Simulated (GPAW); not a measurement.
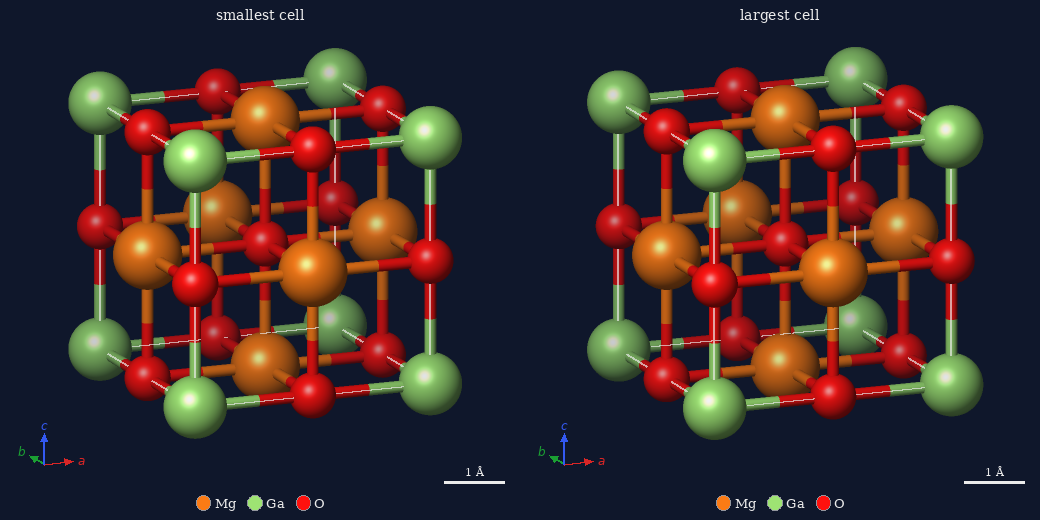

Mg₃GaO₄, space group Pm-3m (No. 221), relaxed (cell and atoms, zero pressure) with five choices of dispersion term on top of PBEsol; the smallest and the largest of the relaxed conventional cells are drawn to one scale (sticks follow a distance rule). The start was a structure listed in the Materials Project. It needn't be the stable form of this composition.

Alike in all runs: GPAW 26.7.0; functional PBEsol; potentials PAW data sets generated in the run's folder for this functional; cutoff 800 eV; k mesh 5 × 5 × 5 on the run's cell of 8 atoms; occupations fermi-dirac, width 0.05 eV; no spin polarisation; no spin-orbit coupling. All runs are metallic.

| level | volume (Å³/atom) | a (Å) |
| --- | --- | --- |
| D3 | 9.94 | 4.300 |
| D3(BJ)-ATM | 9.91 | 4.296 |
| none | 10.09 | 4.322 |
| D4 | ? | ? |
| D3(BJ) | 9.87 | 4.290 |

What does D4 give?

Answer. Volume 9.99 Å³/atom; a 4.307 Å. That is between D3 and none in volume.

Order the levels by the relaxed volume, smallest first.

Answer. D3(BJ) (9.87 Å³/atom), D3(BJ)-ATM (9.91 Å³/atom), D3 (9.94 Å³/atom), D4 (9.99 Å³/atom), none (10.09 Å³/atom). Rows within a few tenths of a per cent can't be told apart.

Caveat: the data sets keep Ga 3d, Li 1s and Be 1s frozen, and some such compounds lay over 1.5 % in volume off other programs; later steps reuse the first step's grids; an odd number of electrons without spin polarisation forces a metal, and a magnetic or distorted state may lie lower; pairwise dispersion terms can overbind metals strongly.
